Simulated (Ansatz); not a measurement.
Run report: PtS$_{2}$, single-point calculation (part 2 of 2)

The same run, continued: PtS$_{2}$ (P-3m1, 6 atoms in the cell); DFT LDA+U+J, scalar-relativistic, plane waves, PAW, U = 5 eV, J = 0.9 eV on Pt atom 1 d; U = 5 eV, J = 0.9 eV on Pt atom 4 d, spin-polarised (Ansatz 0.2.0); cutoff 420 eV, 6×6×2 k-mesh, Gaussian smearing of 0.05 eV, collinear spins. The structure derives from an entry of the Crystallography Open Database. It belongs to a series of runs on one base structure; here: antiferromagnetic start, free.

Geometry of the input (Å; fractional positions):
```
3.5432  0.0000  0.0000
-1.7716  3.0685  0.0000
0.0000  0.0000  10.0776
Pt 0.0000  0.0000  0.0000
S  0.3333  0.6667  0.1250
S  0.6667  0.3333  0.3750
Pt 0.0000  0.0000  0.5000
S  0.3333  0.6667  0.6250
S  0.6667  0.3333  0.8750
```

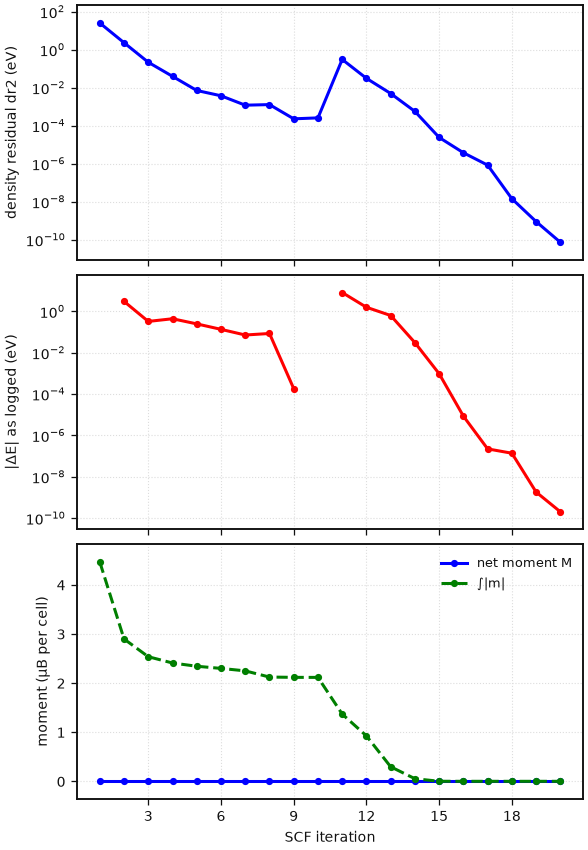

**Figure 1.** Convergence of the self-consistent field: density residual dr2, size of the energy change and magnetic moment against the SCF iteration. The residual comes down, with one marked jump up, by a factor of about 10³, at step 11. The net moment stays at 0.0 μB per cell, and ∫|m| falls to zero.

```
SCF converged after 20 iterations
Magnetization: 0.0000 μB (30.0000 up, 30.0000 down)
Absolute magnetization: 0.0000 μB (∫|ρ↑−ρ↓|, with the PAW one-centre terms)
Spin contamination: 0.0000 ħ² per cell (⟨S²⟩ above its minimum at these occupations)
Per-site moments (μB) at R_I (Å): [(4.1944626827322956e-8, 0.9909962422775785), (-4.3767845982526004e-8, 0.9909962422775785), (4.376784598252601e-8, 0.9909962422775785), (-4.1944626827322956e-8, 0.9909962422775785), (4.3767845982526024e-8, 0.9909962422775785), (-4.3767845982525984e-8, 0.9909962422775787)]
Free energy (F): -27966.642965 eV
Harris-Foulkes:  -27966.642965 eV  (|F-HF|=7.28e-12)
Internal energy: -27966.642965 eV  (E = F + TS)
E sigma→0 (E₀):  -27966.642965 eV
Entropy (-TS):   -0.000000 eV (-0.000 meV/atom)
Fermi energy:    10.948677 eV
--- Per-component energies (eV) ---
  E_band       = -659.429547
  E_kinetic    = 1703.374769
  E_local      = -6041.200591  (includes V_loc(G=0)·N_el)
  E_nonlocal   = 530.832790
  E_hartree    = 2371.344949
  E_xc         = -905.058193
  E_vxc        = -955.528272  (∫ρ·V_xc dr)
  E_hubbard    = 3.852369  (on-site DFT+U / exact-exchange correction)
  E_vhub       = -27.962142  (the Hubbard potential's part of the band-sum identity)
  E_paw        = -20630.018065  (= ΣΔE_a)
  E_vpaw       = -611.636241  (= ΣTr[D̂ρ^β])
  E_aug_tail   = 0.000351  (compensation charges beyond the density's cutoff)
  E_ewald      = -5001.311871
  E_core_change = 1.540529  (= ΣΔE_core)
  E_smearing   = -0.000000  (= −TS)
  E_closure    = 0.000000  (closes the sum)
  Σ components = -27966.642965   (vs F -27966.642965, Δ=0.00e0)
--- DFT+U+J on-site energies (Liechtenstein; fll double counting; per corrected site; eV) ---
  site 0 (l=d): U=5.0000  J=0.9000  Tr N=8.6992  E_int=156.257451  E_dc=154.331267  E_U=1.926185
  site 3 (l=d): U=5.0000  J=0.9000  Tr N=8.6992  E_int=156.257451  E_dc=154.331267  E_U=1.926185
--- Specified on-site occupations, and those of the state reported ---
  electrons in the specified blocks: 11.8000 specified, 17.3985 found
  site 3 (l=d) ↑: largest change of an orbital's occupation 0.9633; electrons 1.0500 specified, 4.3496 found; spectral distance 1.6674
  site 0 (l=d) ↓: largest change of an orbital's occupation 0.9633; electrons 1.0500 specified, 4.3496 found; spectral distance 1.6674
  site 3 (l=d) ↓: largest change of an orbital's occupation 0.2697; electrons 4.8500 specified, 4.3496 found; spectral distance 0.3821
  site 0 (l=d) ↑: largest change of an orbital's occupation 0.2697; electrons 4.8500 specified, 4.3496 found; spectral distance 0.3821
--- Forces (eV/Å), atoms counted from 1 ---
  atom   1  Pt    -0.00000000     0.00000000     0.00000000
  atom   2  S     -0.00000000     0.00000013    -0.54894772
  atom   3  S      0.00000000    -0.00000013     0.54894772
  atom   4  Pt    -0.00000000     0.00000000     0.00000000
  atom   5  S     -0.00000000     0.00000013    -0.54894772
  atom   6  S      0.00000000    -0.00000013     0.54894772
  max |Σ_I F_I| component: 1.26e-29 eV/Å
--- Stress (GPa, compression-positive) ---
       -4.278843      -0.000000      -0.000000
       -0.000000      -4.278834       0.000000
       -0.000000       0.000000      -6.191596
  P = ⅓ Tr σ = -4.9164 GPa (-49.164 kbar)
--- Band table (eV; the first three rows and the last of 52) ---
  k-point 0 ↑: bands = ["-88.2200", "-88.2199", "-42.3681", "-42.3681", "-42.3681", "-42.3681", "-42.3106", "-42.3106", "-4.4523", "-3.9642", "-2.6044", "-1.5978", "2.9974", "3.7684", "3.7684", "3.8026", "3.8026", "4.1941", "5.5802", "5.5802", "5.6188", "5.6188", "7.7237", "7.8289", "9.1310", "9.3567", "9.3567", "9.6823", "9.6823", "10.7935", "12.3976", "12.3976", "13.0968", "13.0968", "15.1471", "15.8301", "16.1974", "17.5683", "18.3375", "18.3375", "18.6618"]
  k-point 1 ↑: bands = ["-88.2200", "-88.2200", "-42.3681", "-42.3681", "-42.3681", "-42.3681", "-42.3106", "-42.3106", "-4.2540", "-4.2540", "-2.0792", "-2.0792", "3.5847", "3.5847", "3.7853", "3.7853", "3.7853", "3.7853", "5.5993", "5.5993", "5.5993", "5.5993", "7.7588", "7.7588", "9.5085", "9.5085", "9.5085", "9.5085", "9.9567", "9.9567", "12.7438", "12.7438", "12.7438", "12.7438", "15.5580", "15.5580", "16.7604", "16.7604", "18.5483", "18.5483", "18.5483"]
  k-point 2 ↑: bands = ["-88.2198", "-88.2198", "-42.3739", "-42.3739", "-42.3696", "-42.3696", "-42.3099", "-42.3099", "-4.1089", "-3.6290", "-2.6106", "-1.7887", "3.3499", "3.5871", "3.9056", "4.0565", "4.0806", "4.4147", "5.2908", "5.3889", "5.4502", "5.4502", "7.3120", "7.5929", "8.5854", "8.8982", "9.4352", "9.4435", "10.2161", "10.2321", "11.6886", "12.1033", "12.4144", "12.4982", "16.4243", "16.5450", "17.0178", "17.5431", "18.3151", "18.6691", "19.4617"]
  k-point 25 ↓: bands = ["-88.2196", "-88.2196", "-42.3879", "-42.3879", "-42.3769", "-42.3769", "-42.3077", "-42.3077", "-2.7704", "-2.5398", "-2.4876", "-2.2169", "3.2327", "3.3235", "4.0471", "4.1897", "4.7928", "4.8796", "5.2526", "5.3910", "6.0050", "6.1118", "6.5110", "6.5199", "6.9943", "7.5482", "7.7764", "8.1985", "8.8373", "9.4400", "11.3826", "11.7694", "12.3858", "12.6625", "16.1214", "16.2027", "17.5298", "17.7381", "18.4714", "18.9095", "19.4080"]
Occupation matrices written to [file]
--- Löwdin populations: 6 sites ---
  site symbol       q [e]    m [muB]
     0     Pt     17.4454     0.0000
     1      S      6.1686    -0.0000
     2      S      6.1686     0.0000
     3     Pt     17.4454    -0.0000
     4      S      6.1686     0.0000
     5      S      6.1686    -0.0000
  spilling = 0.007248 (of n_electrons = 60.000000)
--- Occupation matrices: 2 shells (run DFT+U table (all-electron-ortho-atomic); ε = 2.17e-4) ---
  Pt0 d_5D: site group D3d (-3m)
  Pt0 d_5D up     Tr n = 4.3496  λ = 0.700 0.700 0.983 0.983 0.983  [2× yz 0.32 (Eg 1.00) Eg(1.00) | z2 1.00 (T2g 1.00) A1g(1.00) | 2× x2-y2 0.32 (T2g 1.00) Eg(1.00)]
  Pt0 d_5D dn     Tr n = 4.3496  λ = 0.700 0.700 0.983 0.983 0.983  [2× xz 0.32 (Eg 1.00) Eg(1.00) | z2 1.00 (T2g 1.00) A1g(1.00) | 2× xy 0.32 (T2g 1.00) Eg(1.00)]
  specified occupation → Pt0 d_5D up: matrix, ‖Δ‖_F = 0.3821, Tr Δ = +0.5004, displaced = 0.2892, d_λ = 0.3821; orbital distance = 0.0000
  specified occupation → Pt0 d_5D dn: matrix, ‖Δ‖_F = 1.6674, Tr Δ = -3.2996, displaced = 1.6498, d_λ = 1.6674; orbital distance = 0.7071
  Pt3 d_5D: site group D3d (-3m)
  Pt3 d_5D up     Tr n = 4.3496  λ = 0.700 0.700 0.983 0.983 0.983  [2× xz 0.32 (Eg 1.00) Eg(1.00) | z2 1.00 (T2g 1.00) A1g(1.00) | 2× xy 0.32 (T2g 1.00) Eg(1.00)]
  Pt3 d_5D dn     Tr n = 4.3496  λ = 0.700 0.700 0.983 0.983 0.983  [2× yz 0.32 (Eg 1.00) Eg(1.00) | z2 1.00 (T2g 1.00) A1g(1.00) | 2× x2-y2 0.32 (T2g 1.00) Eg(1.00)]
  specified occupation → Pt3 d_5D up: matrix, ‖Δ‖_F = 1.6674, Tr Δ = -3.2996, displaced = 1.6498, d_λ = 1.6674; orbital distance = 0.7071
  specified occupation → Pt3 d_5D dn: matrix, ‖Δ‖_F = 0.3821, Tr Δ = +0.5004, displaced = 0.2892, d_λ = 0.3821; orbital distance = 0.0000
  Tr n, λ and their labels are of the run-group-symmetrised matrices; stabiliser: 48 of 48 elements of G0×{1,Θ} (closed), max defect 7.5e-7 at τ = 4.6e-5
```

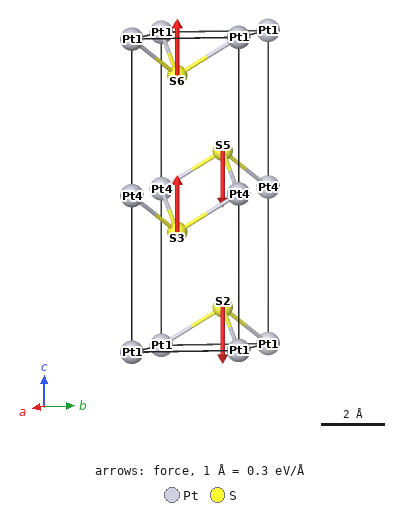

**Figure 2.** Forces on the atoms as red arrows (ball-and-stick view of the cell of the calculation, seen at an oblique angle; atoms are numbered from 1 in the order of the input). The largest act on all 4 S atoms (0.55 eV/Å). The geometry is not a stationary point of this energy.

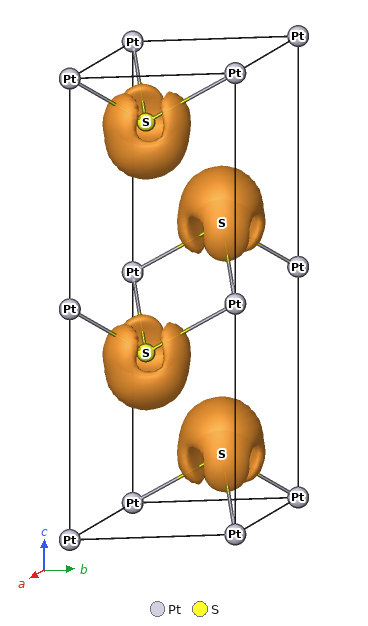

**Figure 3.** Isosurface of the ELF at 0.8 (orange), seen slightly off an axis. Only the valence region is drawn (cores and ρ < 0.01 e/Å³ removed). Sticks mark near contacts. The outline is the calculation cell. Profiles from the grid: Pt–S (2.40 Å): the ELF is about 0.45 at the midpoint. The fields are those of the smooth PAW valence density.

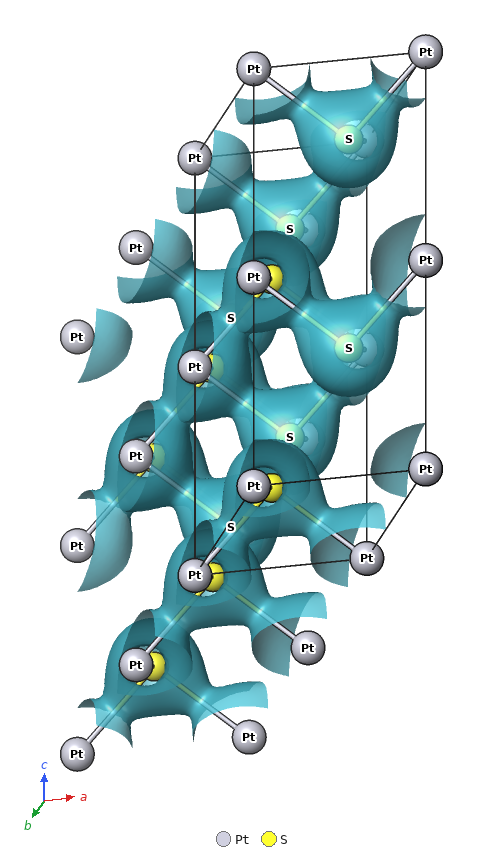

**Figure 4.** Isosurface of the valence charge density (pseudo) at 0.5 e/Å³ (cyan), seen at an oblique angle. Sticks mark near contacts. The outline is the calculation cell. At this value the density is joined into sheets; it holds about 75 % of the electrons treated as valence (semicore included). On the grid the lowest density along these lines, outside the cores, is 0.65 e/Å³ (Pt–S, 2.40 Å).
